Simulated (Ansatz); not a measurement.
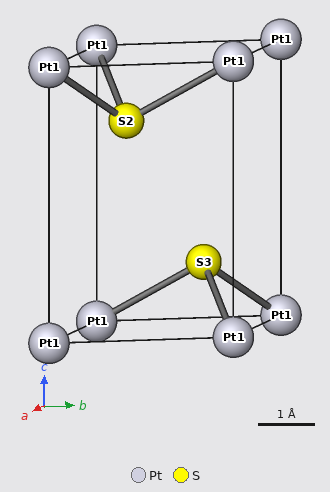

The structure as given in the input (ball-and-stick view of the cell of the calculation, seen slightly off an axis; atoms are numbered from 1 in the order of the input). An atom can appear more than once, as a periodic image.

**What a change does: single-point calculation on PtS2**

System: PtS2 (P-3m1, 3 atoms in the cell).
Method of run A: Kohn-Sham DFT of a periodic cell, PBE, Ansatz PAW, no spin polarisation (Ansatz 0.2.0).

The structure derives from an entry of the Crystallography Open Database. Text and figures count atoms from 1; the logs count them from 0 in places.

**Input file, run A**
```yaml
crystal:
  lattice:
    - [3.472336, 0.0, 0.0]
    - [-1.736168, 3.0071311865, 0.0]
    - [0.0, 0.0, 5.0388]
  atoms:
    - { symbol: Pt, position: [0.0, 0.0, 0.0] }
    - { symbol: S, position: [0.6666666667, 0.3333333333, 0.773] }
    - { symbol: S, position: [0.3333333333, 0.6666666667, 0.227] }
hamiltonian:
  xc: pbe
  pseudopotentials: { kind: paw }
kpoints:
  mp_grid: { grid: [7, 7, 5] }
scf:
  occupations: { method: fermi_dirac, width: 0.05 }
output:
  forces: true
  stress: true
  eigenvalues: true
```

Command:
```bash
ansatz run input.yaml --threads 2 --pin off --max-ram 5632MiB --backend cpu --events-out ev --progress --plain --runs-dir out
```

Hardware: 2 threads of Arm Neoverse V1, 24 GiB of memory available, shared host.

**Output, shortened to warnings, some set-up lines, iterations and results (run A)**
```
Basis set: ecut = 420 eV, 1031 PW (Γ), exchange–correlation on 48×48×72 points (8 copies of the dense FFT grid, shifted against one another)
Symmetry: 12 space group operations
k-points: 32 of 245
Initial density: superposition of atomic densities (neutral atoms: chi_scale 0, normalization atom), corrected by the library's trained network
[...]
SCF iter   1: F=—  HF=-14327.822766 eV  |F-HF|=—  |Δ(HF+E_count)|=         —  Δρ=3.61e-3  dr2=6.89e-3  ethr=1.77e-3  ⟨swp⟩=5.7  Hψ=3131  notcnv=0
SCF iter   2: F=—  HF=-14327.821976 eV  |F-HF|=—  |Δ(HF+E_count)|=   7.89e-4  Δρ=1.92e-3  dr2=2.54e-3  ethr=2.30e-5  ⟨swp⟩=2.1  Hψ=1009  notcnv=0
SCF iter   3: F=—  HF=-14327.821956 eV  |F-HF|=—  |Δ(HF+E_count)|=   2.00e-5  Δρ=5.79e-4  dr2=2.08e-4  ethr=8.48e-6  ⟨swp⟩=2.0  Hψ=959  notcnv=0
SCF iter   4: F=—  HF=-14327.821938 eV  |F-HF|=—  |Δ(HF+E_count)|=   1.81e-5  Δρ=2.32e-4  dr2=2.57e-5  ethr=6.94e-7  ⟨swp⟩=2.8  Hψ=927  notcnv=0
SCF iter   5: F=—  HF=-14327.821939 eV  |F-HF|=—  |Δ(HF+E_count)|=   7.75e-7  Δρ=8.13e-5  dr2=5.90e-6  ethr=8.58e-8  ⟨swp⟩=2.0  Hψ=923  notcnv=0
SCF iter   6: F=—  HF=-14327.821939 eV  |F-HF|=—  |Δ(HF+E_count)|=   2.56e-7  Δρ=3.18e-5  dr2=7.83e-7  ethr=1.97e-8  ⟨swp⟩=2.0  Hψ=894  notcnv=0
SCF iter   7: F=-14327.821940 eV  HF=-14327.821940 eV  |F-HF|=1.85e-8  |Δ(HF+E_count)|=   2.49e-7  Δρ=4.55e-6  dr2=1.09e-8  ethr=3.33e-10  ⟨swp⟩=3.0  Hψ=2558  notcnv=0
SCF 1 converged in 7 iterations: F = -14327.821940 eV  dr2 = 1.09e-8
SCF converged after 7 iterations
Free energy (F): -14327.821940 eV
Harris-Foulkes:  -14327.821940 eV  (|F-HF|=1.85e-8)
Internal energy: -14327.821935 eV  (E = F + TS)
E sigma→0 (E₀):  -14327.821937 eV
Entropy (-TS):   -0.000004 eV (-0.001 meV/atom)
Fermi energy:    12.190392 eV
--- Per-component energies (eV) ---
  E_band       = -304.148108
  E_kinetic    = 859.494765
  E_local      = -3128.389452  (includes V_loc(G=0)·N_el)
  E_nonlocal   = 255.138250
  E_hartree    = 1245.156636
  E_xc         = -459.417219
  E_vxc        = -482.344282  (∫ρ·V_xc dr)
  E_paw        = -10654.400661  (= ΣΔE_a)
  E_vpaw       = -298.360015  (= ΣTr[D̂ρ^β])
  E_aug_tail   = 0.000194  (compensation charges beyond the density's cutoff)
  E_ewald      = -2445.404448
  E_smearing   = -0.000004  (= −TS)
  E_closure    = -0.000000  (closes the sum)
  Σ components = -14327.821940   (vs F -14327.821940, Δ=0.00e0)
--- Forces (eV/Å), atoms counted from 1 ---
  atom   1  Pt    -0.00000000     0.00000000     0.00000000
  atom   2  S      0.00000000    -0.00000000    -1.94351284
  atom   3  S     -0.00000000     0.00000000     1.94351284
  max |Σ_I F_I| component: 9.25e-18 eV/Å
--- Stress (GPa, compression-positive) ---
       22.809395      -0.000000       0.000000
       -0.000000      22.809395       0.000000
       -0.000000       0.000000      16.275151
  P = ⅓ Tr σ = 20.6313 GPa (206.313 kbar)
```

The input of run B differs as follows (lines with − go, lines with + come):
```diff
-    - [3.472336, 0.0, 0.0]
-    - [-1.736168, 3.0071311865, 0.0]
+    - [3.684928, 0.0, 0.0]
+    - [-1.842464, 3.1912412591, 0.0]
```

What does this change do to the results?

With the same functional and potentials, run B lies 112.8 meV per atom lower. The gap on the mesh goes from 0.99 to 0.68 eV. The pressure goes from 20.63 to −1.55 GPa. The largest force goes from 1.944 to 0.222 eV/Å. The volume per atom goes from 17.54 to 19.75 Å³. The number of SCF iterations is the same. The plane waves at Γ go from 1031 to 1157.

**Output, shortened to warnings, some set-up lines, iterations and results (run B)**
```
Basis set: ecut = 420 eV, 1157 PW (Γ), exchange–correlation on 50×50×72 points (8 copies of the dense FFT grid, shifted against one another)
Symmetry: 12 space group operations
k-points: 32 of 245
Initial density: superposition of atomic densities (neutral atoms: chi_scale 0, normalization atom), corrected by the library's trained network
[...]
SCF iter   1: F=—  HF=-14328.159938 eV  |F-HF|=—  |Δ(HF+E_count)|=         —  Δρ=2.96e-3  dr2=4.90e-3  ethr=1.77e-3  ⟨swp⟩=5.4  Hψ=3029  notcnv=0
SCF iter   2: F=—  HF=-14328.160151 eV  |F-HF|=—  |Δ(HF+E_count)|=   2.13e-4  Δρ=1.52e-3  dr2=1.66e-3  ethr=1.63e-5  ⟨swp⟩=2.3  Hψ=1089  notcnv=0
SCF iter   3: F=—  HF=-14328.160224 eV  |F-HF|=—  |Δ(HF+E_count)|=   7.27e-5  Δρ=4.97e-4  dr2=1.85e-4  ethr=5.55e-6  ⟨swp⟩=2.0  Hψ=972  notcnv=0
SCF iter   4: F=—  HF=-14328.160203 eV  |F-HF|=—  |Δ(HF+E_count)|=   2.11e-5  Δρ=1.81e-4  dr2=1.85e-5  ethr=6.16e-7  ⟨swp⟩=2.8  Hψ=936  notcnv=0
SCF iter   5: F=—  HF=-14328.160266 eV  |F-HF|=—  |Δ(HF+E_count)|=   6.28e-5  Δρ=5.66e-5  dr2=3.47e-6  ethr=6.15e-8  ⟨swp⟩=2.0  Hψ=893  notcnv=0
SCF iter   6: F=—  HF=-14328.160266 eV  |F-HF|=—  |Δ(HF+E_count)|=   4.44e-7  Δρ=2.38e-5  dr2=4.50e-7  ethr=1.16e-8  ⟨swp⟩=2.0  Hψ=881  notcnv=0
SCF iter   7: F=-14328.160266 eV  HF=-14328.160266 eV  |F-HF|=1.23e-8  |Δ(HF+E_count)|=   1.58e-7  Δρ=3.04e-6  dr2=5.19e-9  ethr=3.33e-10  ⟨swp⟩=6.0  Hψ=2779  notcnv=0
SCF 1 converged in 7 iterations: F = -14328.160266 eV  dr2 = 5.19e-9
SCF converged after 7 iterations
Free energy (F): -14328.160266 eV
Harris-Foulkes:  -14328.160266 eV  (|F-HF|=1.23e-8)
Internal energy: -14328.160195 eV  (E = F + TS)
E sigma→0 (E₀):  -14328.160231 eV
Entropy (-TS):   -0.000071 eV (-0.024 meV/atom)
Fermi energy:    9.951904 eV
--- Per-component energies (eV) ---
  E_band       = -349.938851
  E_kinetic    = 847.722852
  E_local      = -3167.891235  (includes V_loc(G=0)·N_el)
  E_nonlocal   = 255.202662
  E_hartree    = 1244.449932
  E_xc         = -454.995559
  E_vxc        = -476.412007  (∫ρ·V_xc dr)
  E_paw        = -10653.708558  (= ΣΔE_a)
  E_vpaw       = -297.458686  (= ΣTr[D̂ρ^β])
  E_aug_tail   = 0.000197  (compensation charges beyond the density's cutoff)
  E_ewald      = -2398.940486
  E_smearing   = -0.000071  (= −TS)
  E_closure    = -0.000000  (closes the sum)
  Σ components = -14328.160266   (vs F -14328.160266, Δ=0.00e0)
--- Forces (eV/Å), atoms counted from 1 ---
  atom   1  Pt     0.00000000     0.00000000     0.00000000
  atom   2  S      0.00000000    -0.00000000    -0.22243235
  atom   3  S     -0.00000000     0.00000000     0.22243235
  max |Σ_I F_I| component: 6.94e-18 eV/Å
--- Stress (GPa, compression-positive) ---
       -3.515500      -0.000000      -0.000000
       -0.000000      -3.515500       0.000000
       -0.000000       0.000000       2.392637
  P = ⅓ Tr σ = -1.5461 GPa (-15.461 kbar)
```

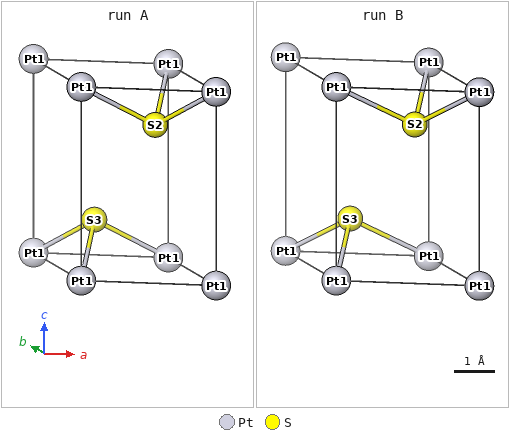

The two input geometries at one scale (ball-and-stick view of the cell of the calculation, seen slightly off an axis). No atom moves by more than 0.005 Å relative to the cell. Cell: a = b 3.472 → 3.685 Å (+6.1 %), c stays at 5.039 Å. Volume +12.6 %. Among the contacts that change: Pt1–S2 2.308 → 2.415 Å.

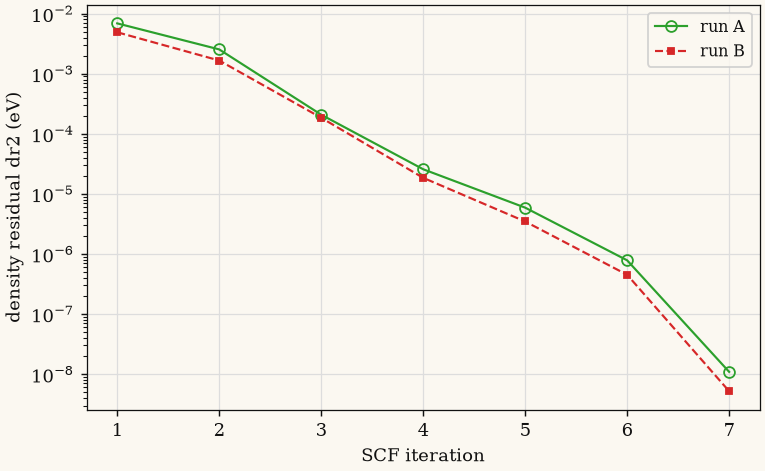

Convergence of the two runs: density residual dr2 against the SCF iteration. Run A takes 7 iterations in all, and run B takes 7.

**The two runs side by side**

| quantity | run A | run B |
| --- | --- | --- |
| outcome | converged | converged |
| free energy per atom (eV) | −4775.9406 | −4776.0534 |
| gap on the mesh (eV) | 0.99 | 0.68 |
| pressure (GPa) | 20.63 | −1.55 |
| volume per atom (Å³) | 17.54 | 19.75 |
| largest force (eV/Å) | 1.944 | 0.222 |
| SCF iterations | 7 | 7 |
| irreducible k-points | 32 | 32 |
| plane waves at Γ | 1031 | 1157 |
| wall time (shared host) | 1 s | 1.1 s |

For both runs: Spin–orbit coupling is left out, which matters for Pt. For run A: The cell is under a pressure of 21 GPa at this level, so it is not at its equilibrium volume.
